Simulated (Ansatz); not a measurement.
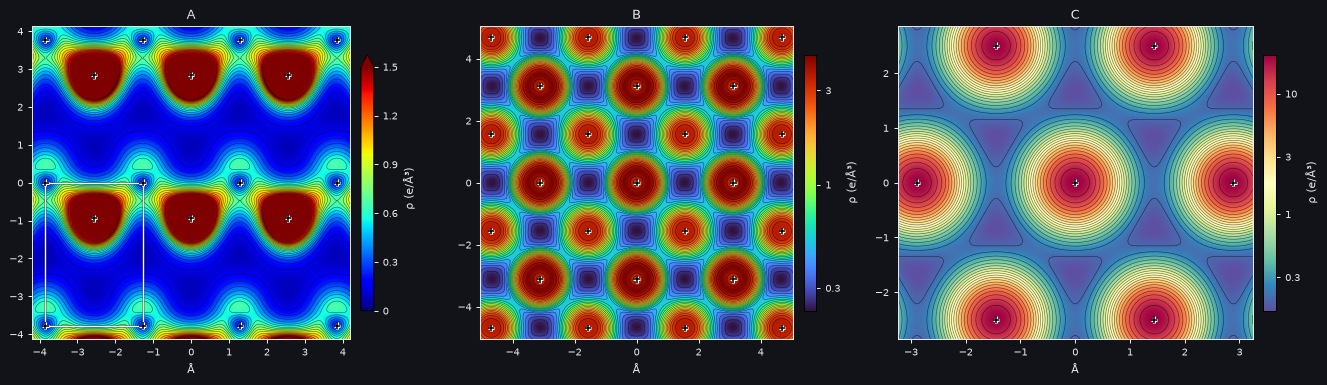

The valence pseudo-density of 3 systems, each on a plane through atoms (crosses mark nuclei in the plane).

Theory: Ansatz, DFT PBE, scalar-relativistic, plane waves, PAW.

System 1: Ag, the (111) plane of the conventional cell. Space group Fm-3m; computed pressure about 5 GPa in this cell; computed without spin polarisation.

System 2: BN, the (010) plane of the conventional cell. Space group I-4m2; a structure from a database of computed crystals, not necessarily the ambient phase; changed on purpose from its base cell (strain +0.000 along x and y, +0.040 along z, atoms carried along); computed pressure about −14 GPa in this cell.

```cif
data_structure
_symmetry_space_group_name_H-M 'P 1'
_symmetry_Int_Tables_number 1
_cell_length_a 2.5640
_cell_length_b 2.5640
_cell_length_c 3.7710
_cell_angle_alpha 90.000
_cell_angle_beta 90.000
_cell_angle_gamma 90.000
_cell_volume 24.79
loop_
_atom_site_label
_atom_site_type_symbol
_atom_site_fract_x
_atom_site_fract_y
_atom_site_fract_z
_atom_site_occupancy
B1 B 0.00000 0.00000 0.00000 1
B2 B 0.50000 0.50000 0.50000 1
N1 N 0.00000 0.50000 0.25000 1
N2 N 0.50000 0.00000 0.75000 1
```

System 3: TaN, the (100) plane of the calculation cell. Space group Fm-3m.

```yaml
crystal:
  lattice:
    - [4.41727, 0.00000, 0.00000]
    - [0.00000, 2.20863, -2.20863]
    - [0.00000, 6.62590, 6.62590]
  atoms:
    - { symbol: Ta, position: [0.50000, 0.00000, 0.33333] }
    - { symbol: Ta, position: [0.00000, 0.50000, 0.50000] }
    - { symbol: Ta, position: [0.50000, 0.00000, 0.66667] }
    - { symbol: Ta, position: [0.00000, 0.50000, 0.83333] }
    - { symbol: Ta, position: [0.50000, 0.00000, 0.00000] }
    - { symbol: Ta, position: [0.00000, 0.50000, 0.16667] }
    - { symbol: N, position: [0.00000, 0.00000, 0.33333] }
    - { symbol: N, position: [0.50000, 0.50000, 0.50000] }
    - { symbol: N, position: [0.00000, 0.00000, 0.66667] }
    - { symbol: N, position: [0.50000, 0.50000, 0.83333] }
    - { symbol: N, position: [0.00000, 0.00000, 0.00000] }
    - { symbol: N, position: [0.50000, 0.50000, 0.16667] }
```

Match each panel to its system.

Answer. Panel A is system 2, BN: the plane holds B and N. B–N (1.59 Å): ρ is about 1.4 e/Å³ halfway. Panel B is system 3, TaN: the plane holds Ta and N. Ta–N (2.21 Å): the density is about 0.53 e/Å³ at the midpoint. Panel C is system 1, Ag: the plane holds Ag. Ag–Ag (2.89 Å): the density is about 0.22 e/Å³ at the midpoint.
